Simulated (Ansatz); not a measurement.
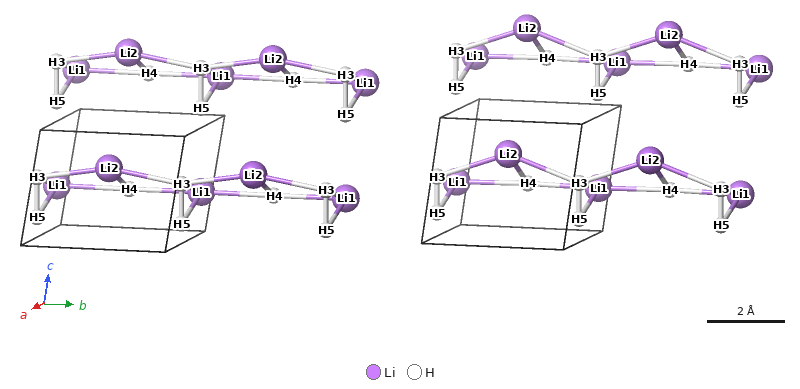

Two geometries of crystalline Li2H3 (built on the random type), drawn at one scale. One is the start of a relaxation, the other its converged end. A ball-and-stick model of the cell of the calculation, repeated 1 × 2 × 2 with one cell outlined, seen slightly off an axis.

Theory: DFT PBE, scalar-relativistic, plane waves, PAW (Ansatz 0.2.0). Set-up: plane-wave cutoff 420 eV; k-point mesh 12 × 10 × 12; occupations gaussian; smearing width 0.1 eV; no spin polarisation; cell and atoms relaxed; force threshold 0.01 eV/Å; at most 80 steps.

**Which one is relaxed?**

The left one is the relaxed one. Case: random cell without symmetry. Over 13 accepted moves (17 points after the start) the energy falls by 18.5 meV per cell of the calculation. The largest force component goes from 0.06 to 0.0023 eV/Å. The pressure goes from −0.04 to −0.01 GPa. The line search rejected the trial steps at points 11, 13 of the run. At 2 points the geometry stayed and the basis and grid were re-selected for the new cell (energy shift of 0.8 meV per cell of the calculation at most each time). H3 moves most relative to the cell: 0.16 Å along [1 0 2]. By element the largest moves are H 0.16 Å, Li 0.13 Å. The volume changes by −6.2 %, with a 3.500 → 3.570 Å (+2.0 %), b 3.887 → 3.956 Å (+1.8 %), c 3.512 → 3.314 Å (−5.7 %), β 118.3° → 122.6°. Among the contacts that change: H3–H5 0.951 → 1.055 Å, Li2–H4 2.066 → 1.964 Å, Li2–H4 (another image) 2.031 → 1.968 Å, Li1–H3 1.793 → 1.852 Å. Bond angles that change, for instance: H3–Li1–H3 155.3° → 149.1°, Li1–H3–Li1 155.3° → 149.1°, H3–Li1–H5 174.4° → 177.9°. The space group (tolerance 0.01 Å) goes from Pm (No. 6) to Amm2 (No. 38). Cost: 6.3 min on 1 thread of Arm Neoverse V1, with other jobs on the host, peak memory 0.54 GiB.
